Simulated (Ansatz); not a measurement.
## CoO: geometry relaxation (part 2 of 2)

CoO (2 atoms in the cell); DFT PBEsol, scalar-relativistic, plane waves, PAW, spin-polarised (Ansatz 0.2.0); cutoff 420 eV, 12×12×17 k-mesh, Gaussian smearing of 0.1 eV, collinear spins. The structure derives from an entry of the Crystallography Open Database. It belongs to a series of runs on one base structure; here: film's bulk on the substrate's plane, third vector and atoms relaxed.

Geometry of the input (Å; fractional positions):
```
2.9799  0.0000  0.0000
0.0000  2.9799  0.0000
1.4899  1.4899  2.0554
Co 0.0000  0.0000  0.0000
O  0.5000  0.5000  0.0000
```

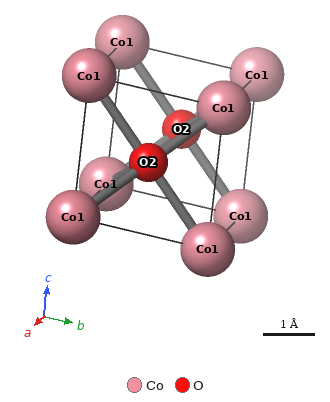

**Figure 1.** The geometry at step 8 of the log (ball-and-stick view of the reduced cell, seen slightly off an axis; atoms are numbered from 1 in the order of the input).

Output, continued:
```
relax step  16: F+E_penalty+E_count = -5652.29991108 eV  Δ(F+E_penalty+E_count) = -6.288e-6 eV  max|allowed force component| = 1.676e-30 eV/Å  Δτ_max = 0.0000 Å  P = -1.035 GPa  Ω = 18.136 Å³  energy of the carried Pulay correction = -1.580e-6 eV  fix = [a, b, gamma]  reactions: a -1.557, b -1.557 GPa; gamma -0.082 GPa/rad  (6 SCF iters, dr2 threshold 2.73e-8 eV, accepted)
iter 1 solved again at ethr=7.61e-9 eV; its pass at ethr=3.10e-3 eV (dr2=1.75e-6 eV) is discarded
SCF iter   1: F=—  HF=-5652.299896 eV  |F-HF|=—  |Δ(HF+E_count)|=         —  Δρ=1.06e-4 (↑9.98e-5 ↓1.06e-4)  dr2=1.59e-7  dr2_m=3.17e-9  M=2.761 μB ∫|m|=2.776 μB  β_m=0.65  ethr=7.61e-9  ⟨swp⟩=3.2  Hψ=165266  notcnv=0
preconditioner: auto → none  [metal: Δε(μ)=0.000 eV  Ē_g=14.188 eV  σ=0.100 eV  W_gap=0.00  n_scr=0 (ndim 8)  ℏωp=33.8 eV  f_vac=0.000  D(μ)=3.61/eV (n_scr^D=62)]
SCF iter   2: F=—  HF=-5652.299906 eV  |F-HF|=—  |Δ(HF+E_count)|=   1.06e-5  Δρ=3.70e-5 (↑3.49e-5 ↓3.70e-5)  dr2=1.96e-8  dr2_m=5.32e-10  M=2.761 μB ∫|m|=2.776 μB  β_m=0.65  ethr=6.91e-10  ⟨swp⟩=1.0  Hψ=22678  notcnv=0
SCF iter   3: F=—  HF=-5652.299908 eV  |F-HF|=—  |Δ(HF+E_count)|=   1.48e-6  Δρ=9.98e-7 (↑9.98e-7 ↓9.91e-7)  dr2=3.88e-10  dr2_m=1.02e-11  M=2.761 μB ∫|m|=2.776 μB  β_m=0.53  ethr=8.50e-11  ⟨swp⟩=1.0  Hψ=22678  notcnv=0
SCF iter   4: F=—  HF=-5652.299908 eV  |F-HF|=—  |Δ(HF+E_count)|=   2.95e-9  Δρ=4.82e-7 (↑2.59e-7 ↓4.82e-7)  dr2=9.18e-12  dr2_m=1.90e-11  M=2.761 μB ∫|m|=2.776 μB  β_m=0.65  ethr=1.69e-12  ⟨swp⟩=2.4  Hψ=34781  notcnv=0
SCF iter   5: F=—  HF=-5652.299908 eV  |F-HF|=—  |Δ(HF+E_count)|=  7.28e-12  Δρ=1.88e-7 (↑9.21e-8 ↓1.88e-7)  dr2=1.68e-12  dr2_m=2.46e-12  M=2.761 μB ∫|m|=2.776 μB  β_m=0.80  ethr=1.00e-12  ⟨swp⟩=1.0  Hψ=22678  notcnv=0
SCF iter   6: F=—  HF=-5652.299908 eV  |F-HF|=—  |Δ(HF+E_count)|=         —  Δρ=6.77e-8 (↑2.73e-8 ↓6.77e-8)  dr2=2.90e-13  dr2_m=3.05e-13  M=2.761 μB ∫|m|=2.776 μB  β_m=0.80  ethr=1.00e-12  ⟨swp⟩=1.8  Hψ=60780  notcnv=0
Mixer restart at iter 6: flushing history
SCF iter   7: F=-5652.299908 eV  HF=-5652.299908 eV  |F-HF|=2.73e-12  |Δ(HF+E_count)|=  9.09e-13  Δρ=3.84e-8 (↑3.84e-8 ↓3.06e-8)  dr2=1.91e-13  dr2_m=9.37e-14  M=2.761 μB ∫|m|=2.776 μB  ethr=1.00e-12  ⟨swp⟩=1.8  Hψ=56896  notcnv=0
SCF 17 converged in 7 iterations: F = -5652.299908 eV  dr2 = 1.91e-13
relax step  17: F+E_penalty+E_count = -5652.29990790 eV  Δ(F+E_penalty+E_count) = +3.176e-6 eV  max|allowed force component| = 6.311e-30 eV/Å  Δτ_max = 0.0000 Å  P = -1.035 GPa  Ω = 18.136 Å³  fix = [a, b, gamma]  reactions: a -1.557, b -1.557 GPa; gamma -0.082 GPa/rad  stress off target by 1.02e-2 GPa on what of the cell is left free  SCF on the basis re-selected at this cell (its energy is not comparable with the rows above)  (7 SCF iters)
```

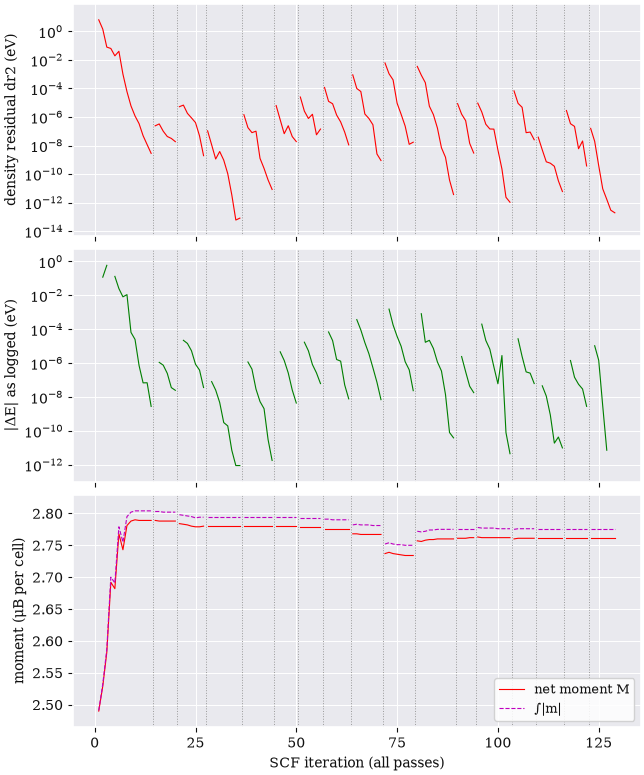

**Figure 2.** Convergence of the self-consistent field: density residual dr2, size of the energy change and magnetic moment against the SCF iteration. The dotted lines part the SCF passes of the relaxation: geometry steps, rejected trials and re-solves on a re-selected basis. The 17 passes take 5 to 14 iterations each, 129 in all. The net moment goes from 2.5 to 2.8 μB per cell.

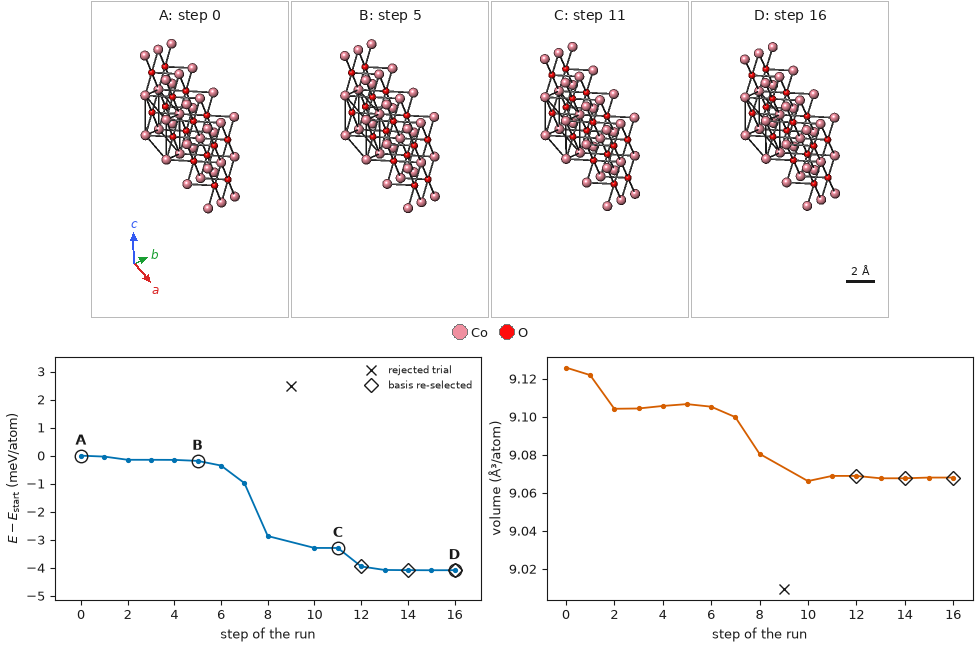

**Figure 3.** Frames of the relaxation (ball-and-stick view of the reduced cell, repeated 3 × 2 × 2, seen slightly off an axis) above the curves, on which the letters mark them (the first geometry is step 0 here and step 1 in the log).

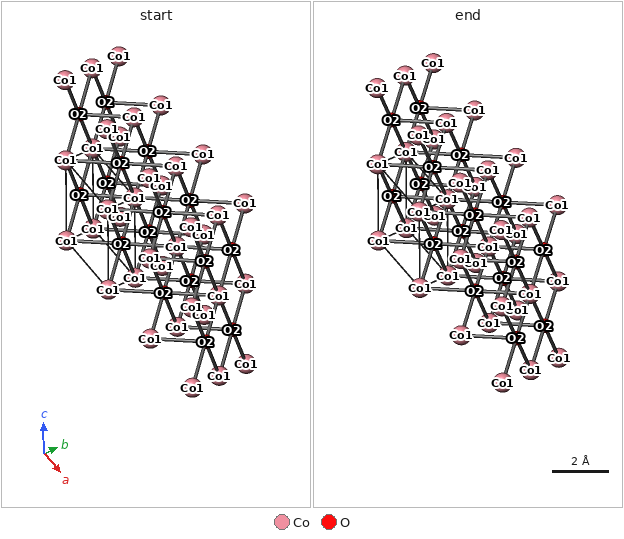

**Figure 4.** Before (left) and after (right) the relaxation, at one scale (ball-and-stick view of the reduced cell, repeated 3 × 2 × 2, seen slightly off an axis). Over 13 geometry steps the energy falls by 4.1 meV per atom. All forces vanish by symmetry, so only the cell relaxes. The pressure goes from −1.27 to −1.03 GPa. The line search rejected the trial step at point 9 (counted from 0) and went back. The basis was re-selected twice at an unchanged geometry, which shifts the energy a little without any move. The atoms keep their places relative to the cell (all moves are under 0.005 Å). The volume changes by −0.6 %, with a 2.944 → 2.941 Å (−0.1 %), b 2.944 → 3.075 Å (+4.5 %), c 2.944 → 2.800 Å (−4.9 %), α 91.4° → 91.5°, β 119.2° → 117.5°, γ 119.2° → 120.7°. Among the contacts that change: Co1–O2 2.055 → 2.051 Å. Among the angles that change: O2–Co1–O2 90.0° → 95.4°, Co1–O2–Co1 90.0° → 84.6°, O2–Co1–O2 90.0° → 84.6°. The space group (tolerance 0.01 Å) goes from I4/mmm (No. 139) to C2/m (No. 12). The energy change given includes the shifts at the re-selections in mid-walk, which come without any move. A last SCF at the same geometry on a re-selected plane-wave basis shifts the energy by +0.0 meV per atom. (Atoms are counted from 1 in the order of the input.)

```
basis re-selected at this cell: Δ(F+E_penalty+E_count) = +3.176e-6 eV, ΔP = +0.001 GPa vs the last step (what re-selecting the basis moved, of the pressure what is left beyond the Pulay correction that the steps carried, after the strain that the cell walked since its last selection, with what the two solves' SCF thresholds leave and, on support functions, any second-order correction that the steps lacked; it is no measure of the basis error at this ecutwfc). This SCF's stress stands 1.02e-2 GPa from its target on what of the cell is left free (relax.cell.stress_tol is 1.00e-1 GPa) and its largest allowed force component is 6.31e-30 eV/Å (relax.f_tol is 1.00e-2 eV/Å): within both
SCF converged after 7 iterations
Magnetization: 2.7615 μB (12.8807 up, 10.1193 down)
Absolute magnetization: 2.7764 μB (∫|ρ↑−ρ↓|, with the PAW one-centre terms)
Spin contamination: 0.0100 ħ² per cell (⟨S²⟩ above its minimum at these occupations)
Per-site moments (μB) at R_I (Å): [(2.334538694961165, 0.8461788839901956), (0.2939168166131987, 0.8461788839901956)]
Free energy (F): -5652.299908 eV
Harris-Foulkes:  -5652.299908 eV  (|F-HF|=2.73e-12)
Internal energy: -5652.281877 eV  (E = F + TS)
E sigma→0 (E₀):  -5652.290892 eV
Entropy (-TS):   -0.018031 eV (-9.015 meV/atom)
Fermi energy:    15.063474 eV
--- Per-component energies (eV) ---
  E_band       = -281.232050
  E_kinetic    = 619.360372
  E_local      = -3336.966416  (includes V_loc(G=0)·N_el)
  E_nonlocal   = 515.713522
  E_hartree    = 1370.539100
  E_xc         = -227.018948
  E_vxc        = -293.315050  (∫ρ·V_xc dr)
  E_paw        = -1638.456646  (= ΣΔE_a)
  E_vpaw       = -527.105112  (= ΣTr[D̂ρ^β])
  E_aug_tail   = 0.002453  (compensation charges beyond the density's cutoff)
  E_ewald      = -2955.679020
  E_core_change = 0.223707  (= ΣΔE_core)
  E_smearing   = -0.018031  (= −TS)
  E_closure    = 0.000000  (closes the sum)
  Σ components = -5652.299908   (vs F -5652.299908, Δ=0.00e0)
--- Forces (eV/Å), atoms counted from 1 ---
  atom   1  Co    -0.00000000    -0.00000000     0.00000000
  atom   2  O     -0.00000000     0.00000000    -0.00000000
  max |Σ_I F_I| component: 3.35e-30 eV/Å
--- Stress (GPa, compression-positive) ---
       -1.555174       0.083662      -0.046738
        0.083662      -1.555174      -0.046738
       -0.046738      -0.046738       0.006335
  P = ⅓ Tr σ = -1.0347 GPa (-10.347 kbar)
--- Band table (eV; the first three rows and the last of 1334) ---
  k-point 0 ↑: bands = ["-81.4731", "-44.9750", "-44.8325", "-44.8087", "-5.7993", "11.2108", "11.5377", "11.6255", "11.6604", "11.8135", "11.8814", "11.8843", "12.1926", "16.2155", "31.6122", "32.1540", "33.4599"]
  k-point 1 ↑: bands = ["-81.4728", "-44.9763", "-44.8331", "-44.8101", "-5.7400", "10.4988", "11.1713", "11.2957", "11.7656", "11.9261", "12.1497", "12.2699", "12.4830", "16.6009", "30.6040", "32.7443", "32.9831"]
  k-point 2 ↑: bands = ["-81.4720", "-44.9798", "-44.8351", "-44.8140", "-5.5716", "9.4772", "10.7908", "10.8788", "11.8201", "11.9050", "12.5642", "12.5972", "12.9283", "17.5806", "29.5142", "32.1282", "32.2155"]
  k-point 666 ↓: bands = ["-78.5921", "-42.1407", "-42.0930", "-42.0495", "-3.7929", "7.9858", "10.5845", "10.8076", "12.5957", "15.1640", "15.1738", "15.4332", "15.9382", "22.1092", "25.2596", "27.5996", "31.8467"]
--- Relaxed structure (14 steps of the walk, 13 accepted, 3 SCFs on fresh bases) ---
  F+E_penalty+E_count = -5652.29990790 eV   max|allowed force component| = 6.311e-30 eV/Å   (the final SCF, on the basis selected at the relaxed cell)
  cell:  # Å, volume = 18.1361 Å³
    - [2.978276375231127, -0.0016211115690012256, 0.09826615172654382]
    - [-0.0016211115690012256, 2.978276375231127, 0.09826615172654382]
    - [1.556108111505165, 1.556108111505165, 2.1473680738623444]
  atoms:
    - { symbol: Co, position: [1.505907402567391e-36, 1.3865787871707603e-36, -2.088097429759528e-53] }
    - { symbol: O, position: [0.5, 0.5, 0.0] }
--- Löwdin populations: 2 sites ---
  site symbol       q [e]    m [muB]
     0     Co     15.9524     2.3865
     1      O      6.9218     0.3804
  spilling = 0.005467 (of n_electrons = 23.000000)
```

Trajectory as extended XYZ (Å, eV, eV/Å), 17 frames, from step=1 to step=17:
```
2
Lattice="2.9799 0.0000 0.0000 0.0000 2.9799 0.0000 1.4899 1.4899 2.0554" Properties=species:S:1:pos:R:3:forces:R:3 step=1 energy=-5652.29174 pressure_GPa=-1.27
Co    0.0000    0.0000    0.0000    0.0000   0.0000   0.0000
O     1.4899    1.4899    0.0000    0.0000   0.0000   0.0000
2
Lattice="2.9799 0.0000 0.0001 0.0000 2.9799 0.0001 1.4900 1.4900 2.0546" Properties=species:S:1:pos:R:3:forces:R:3 step=2 energy=-5652.29181 pressure_GPa=-1.19
Co    0.0000    0.0000    0.0000    0.0000   0.0000   0.0000
O     1.4899    1.4899    0.0001    0.0000   0.0000   0.0000
2
Lattice="2.9799 0.0000 0.0008 0.0000 2.9799 0.0008 1.4905 1.4905 2.0514" Properties=species:S:1:pos:R:3:forces:R:3 step=3 energy=-5652.29204 pressure_GPa=-0.81
Co    0.0000    0.0000    0.0000    0.0000   0.0000   0.0000
O     1.4899    1.4899    0.0008    0.0000   0.0000   0.0000
2
Lattice="2.9799 0.0000 0.0013 0.0000 2.9799 0.0013 1.4908 1.4908 2.0519" Properties=species:S:1:pos:R:3:forces:R:3 step=4 energy=-5652.29204 pressure_GPa=-0.82
Co    0.0000    0.0000    0.0000    0.0000   0.0000   0.0000
O     1.4899    1.4899    0.0013    0.0000   0.0000   0.0000
2
Lattice="2.9799 -0.0000 0.0030 -0.0000 2.9799 0.0030 1.4920 1.4920 2.0539" Properties=species:S:1:pos:R:3:forces:R:3 step=5 energy=-5652.29204 pressure_GPa=-0.85
Co    0.0000    0.0000    0.0000    0.0000   0.0000   0.0000
O     1.4899    1.4899    0.0030    0.0000   0.0000   0.0000
2
Lattice="2.9799 -0.0000 0.0066 -0.0000 2.9799 0.0066 1.4945 1.4945 2.0578" Properties=species:S:1:pos:R:3:forces:R:3 step=6 energy=-5652.29212 pressure_GPa=-0.88
Co    0.0000    0.0000    0.0000    0.0000   0.0000   0.0000
O     1.4899    1.4899    0.0066    0.0000   0.0000   0.0000
2
Lattice="2.9799 -0.0000 0.0137 -0.0000 2.9799 0.0137 1.4994 1.4994 2.0647" Properties=species:S:1:pos:R:3:forces:R:3 step=7 energy=-5652.29245 pressure_GPa=-0.88
Co    0.0000    0.0000    0.0000    0.0000   0.0000   0.0000
O     1.4899    1.4899    0.0137    0.0000   0.0000   0.0000
2
Lattice="2.9798 -0.0001 0.0286 -0.0001 2.9798 0.0286 1.5096 1.5096 2.0788" Properties=species:S:1:pos:R:3:forces:R:3 step=8 energy=-5652.29370 pressure_GPa=-0.85
Co    0.0000    0.0000    0.0000    0.0000   0.0000   0.0000
O     1.4898    1.4898    0.0286    0.0000   0.0000   0.0000
2
Lattice="2.9792 -0.0007 0.0662 -0.0007 2.9792 0.0662 1.5349 1.5349 2.1144" Properties=species:S:1:pos:R:3:forces:R:3 step=9 energy=-5652.29747 pressure_GPa=-0.89
Co    0.0000    0.0000    0.0000    0.0000   0.0000   0.0000
O     1.4892    1.4892    0.0662    0.0000   0.0000   0.0000
2
Lattice="2.9759 -0.0040 0.1534 -0.0040 2.9759 0.1534 1.5918 1.5918 2.1990" Properties=species:S:1:pos:R:3:forces:R:3 step=10 energy=-5652.28677 pressure_GPa=-1.38 accepted=F
Co    0.0000    0.0000    0.0000    0.0000   0.0000   0.0000
O     1.4860    1.4860    0.1534    0.0000   0.0000   0.0000
2
Lattice="2.9785 -0.0014 0.0902 -0.0014 2.9785 0.0902 1.5508 1.5508 2.1378" Properties=species:S:1:pos:R:3:forces:R:3 step=11 energy=-5652.29832 pressure_GPa=-1.01
Co    0.0000    0.0000    0.0000    0.0000   0.0000   0.0000
O     1.4886    1.4886    0.0902    0.0000   0.0000   0.0000
2
Lattice="2.9786 -0.0013 0.0869 -0.0013 2.9786 0.0869 1.5486 1.5486 2.1348" Properties=species:S:1:pos:R:3:forces:R:3 step=12 energy=-5652.29832 pressure_GPa=-1.00
Co    0.0000    0.0000    0.0000    0.0000   0.0000   0.0000
O     1.4887    1.4887    0.0869    0.0000   0.0000   0.0000
2
Lattice="2.9786 -0.0013 0.0869 -0.0013 2.9786 0.0869 1.5486 1.5486 2.1348" Properties=species:S:1:pos:R:3:forces:R:3 step=13 energy=-5652.29964 pressure_GPa=-0.87
Co    0.0000    0.0000    0.0000    0.0000   0.0000   0.0000
O     1.4887    1.4887    0.0869    0.0000   0.0000   0.0000
2
Lattice="2.9783 -0.0016 0.0963 -0.0016 2.9783 0.0963 1.5548 1.5548 2.1451" Properties=species:S:1:pos:R:3:forces:R:3 step=14 energy=-5652.29989 pressure_GPa=-1.00
Co    0.0000    0.0000    0.0000    0.0000   0.0000   0.0000
O     1.4884    1.4884    0.0963    0.0000   0.0000   0.0000
2
Lattice="2.9783 -0.0016 0.0963 -0.0016 2.9783 0.0963 1.5548 1.5548 2.1451" Properties=species:S:1:pos:R:3:forces:R:3 step=15 energy=-5652.29990 pressure_GPa=-1.00
Co    0.0000    0.0000    0.0000    0.0000   0.0000   0.0000
O     1.4884    1.4884    0.0963    0.0000   0.0000   0.0000
2
Lattice="2.9783 -0.0016 0.0983 -0.0016 2.9783 0.0983 1.5561 1.5561 2.1474" Properties=species:S:1:pos:R:3:forces:R:3 step=16 energy=-5652.29991 pressure_GPa=-1.04
Co    0.0000    0.0000    0.0000    0.0000   0.0000   0.0000
O     1.4883    1.4883    0.0983    0.0000   0.0000   0.0000
2
Lattice="2.9783 -0.0016 0.0983 -0.0016 2.9783 0.0983 1.5561 1.5561 2.1474" Properties=species:S:1:pos:R:3:forces:R:3 step=17 energy=-5652.29991 pressure_GPa=-1.03
Co    0.0000    0.0000    0.0000    0.0000   0.0000   0.0000
O     1.4883    1.4883    0.0983    0.0000   0.0000   0.0000
```

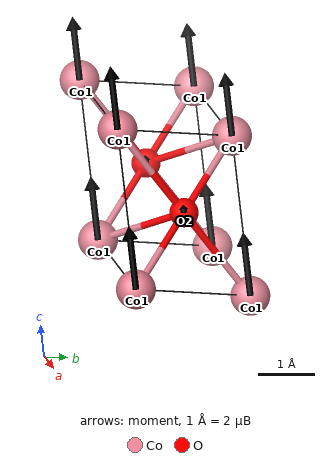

**Figure 5.** Magnetic moments of the sites as black arrows (ball-and-stick view of the reduced cell, seen slightly off an axis; atoms are numbered from 1 in the order of the input); small moments hardly show. The run is collinear, so the axis drawn is arbitrary. Site moments: Co1 (2.33 μB); O2 (0.29 μB). They are counted near the atoms and needn't add up to the moment of the cell.
